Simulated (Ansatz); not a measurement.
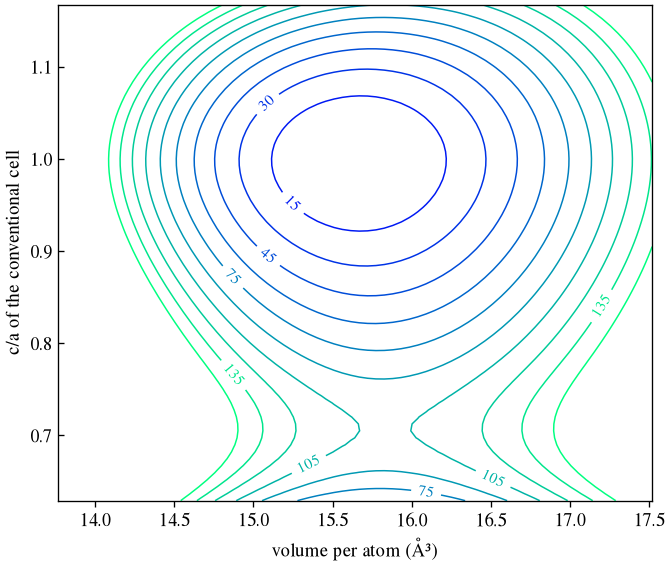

Energy landscape of Pt (Fm-3m, No. 225; 1 atom in the cell). The energy is mapped over volume and the cell's shape. Coordinates scanned: (1) volume per atom; (2) c/a of the conventional cell. Nothing is relaxed (symmetry fixes all fractional coordinates). The grid has 7 × 9 points. Points are written as (first, second). Energies: meV/atom, counted from the lowest grid point. These are results of Ansatz 0.2.0, DFT PBE, scalar-relativistic, plane waves, PAW, not measurements. Settings: cutoff 420 eV, k-mesh 22×22×22, gaussian smearing 0.15 eV, no spin polarisation.

Drawn: contour lines labelled in meV/atom (none above 150). Between grid points the surface is interpolated. 

> Describe this landscape.

The lowest grid point is at (15.64 Å³, 1.000) [fcc]. The energy also falls towards the edge at (15.64 Å³, 0.629) (63 meV/atom above the lowest), where a further well may lie outside the range. It is the only kind of minimum in the scanned range. The highest grid point, (13.77 Å³, 0.734), lies 369 meV/atom above the lowest. Round the minimum the two coordinates are nearly uncoupled.

Grid values (meV/atom):

```csv
"c/a of the conventional cell ↓, volume per atom →",13.77,14.39,15.02,15.64,16.27,16.89,17.52
1.167,368,214,127,92,97,134,195
1.080,261,120,45,21,36,81,149
1.000,230,93,21,0,18,65,136
0.926,250,111,37,14,30,76,145
0.857,291,148,70,43,55,98,165
0.793,335,188,106,75,85,125,188
0.734,369,219,134,102,108,146,208
0.680,368,218,134,101,108,145,207
0.629,323,175,93,63,72,112,176
```

Each point was launched as `ansatz run input.yaml --threads 1 --pin off --max-ram 2048MiB --backend cpu --events-out ev --progress --plain --runs-dir out`. Time for the 63 points that were run: 18 min on 1 thread of Arm Neoverse N1, on a shared host.

PAW datasets: the set soft_1.
